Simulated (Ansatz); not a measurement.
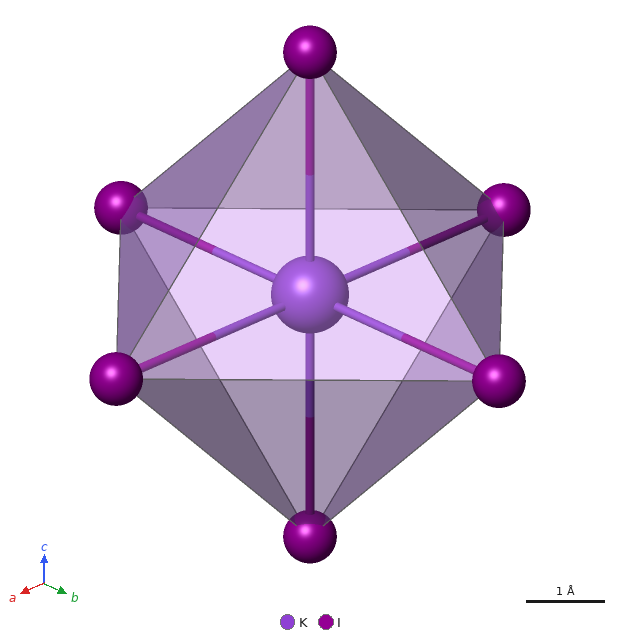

Coordination of K in KI (Fm-3m). The shape measure S (0 to 100) is the computed least-squares distance from an ideal polyhedron; S = 0 means ideal. Origin: the end point of a relaxation with DFT PBEsol, scalar-relativistic, plane waves, PAW in Ansatz 0.2.0.

### Name the coordination polyhedron and say how regular it is.

KI6: an essentially ideal octahedron (coordination number 6, S = 0.00; next best trigonal prism, S = 16.7).

### Does the central atom sit at the centroid of its ligands?

Yes, to within 0.01 Å; the site symmetry is m-3m.

### How long are the bonds?

6 × K–I 3.50 Å. The next neighbour, not counted, lies at 4.95 Å.
